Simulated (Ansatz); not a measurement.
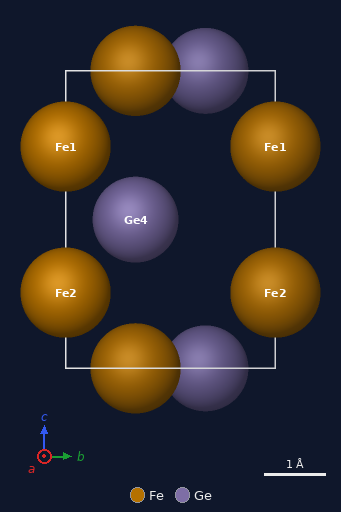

Starting structure of crystalline Fe3Ge2 (set up in P-6m2). A spheres-only model of the cell of the calculation, seen along the a axis.

These are results of DFT r2SCAN, scalar-relativistic, plane waves, PAW in Ansatz, not measurements.

Input file:
```yaml
crystal:
  lattice:
    - [4.0052739713, 0.0, 0.0]
    - [-2.0026369857, 3.4686690083, 0.0]
    - [0.0, 0.0, 4.918331]
  atoms:
    - { symbol: Fe, position: [0.0, 0.0, 0.7454], spin: 2.97 }
    - { symbol: Fe, position: [0.0, 0.0, 0.2546], spin: 2.97 }
    - { symbol: Fe, position: [0.66666667, 0.33333333, 0.0], spin: 2.22 }
    - { symbol: Ge, position: [0.66666667, 0.33333333, 0.5], spin: -0.15 }
    - { symbol: Ge, position: [0.33333333, 0.66666667, 0.0] }
basis:
  ecutwfc: 500
kpoints:
  mp_grid: { grid: [12, 12, 8] }
hamiltonian:
  xc: r2scan
scf:
  occupations: { method: gaussian, width: 0.1 }
output:
  forces: true
  stress: true
  eigenvalues: true
  populations: true
magnetization:
  spin_polarized: true
relax:
  adjacent_minimum: "off"
  f_tol: 0.005
  max_steps: 80
  cell: { stress_tol: 0.05 }
```

Command:
```bash
ansatz run input.yaml --threads 1 --pin off --max-ram 2560MiB --backend cpu --events-out ev --progress --plain --runs-dir out
```

Question: Where does the relaxation end?

Answer: Over 2 accepted moves (3 points after the start) the energy falls by 0.7 meV per atom. The largest force component goes from 0.095 to 0.003 eV/Å. The pressure goes from 0.69 to 0.00 GPa. The SCF was repeated once at an unchanged geometry on a basis and grid sized afresh for the cell, which shifted the energy by 0.1 meV per atom at most. The largest moves relative to the cell, 0.010 Å, are those of Fe1 and Fe2. Fe1 goes along −c. Ge stays in place. The volume changes by +0.5 %, with a = b 4.005 → 4.002 Å (−0.1 %), c 4.918 → 4.953 Å (+0.7 %). Among the contacts that change: Fe1–Fe2 2.504 → 2.542 Å, Fe3–Ge4 2.459 → 2.477 Å, Fe1–Fe3 2.630 → 2.637 Å, Fe1–Ge5 2.630 → 2.637 Å. The space group stays P-6m2 (No. 187).

Step by step:

| step | E − E(0), meV/atom | largest force component, eV/Å | pressure, GPa | volume, Å³/atom | note |
| --- | --- | --- | --- | --- | --- |
| 0 | 0.00 | 0.0950 | 0.69 | 13.666 |  |
| 1 | -0.48 | 0.0769 | 0.27 | 13.708 |  |
| 2 | -0.66 | 0.0032 | 0.00 | 13.738 |  |
| 3 | -0.73 | 0.0030 | 0.00 | 13.738 | same geometry, new basis |
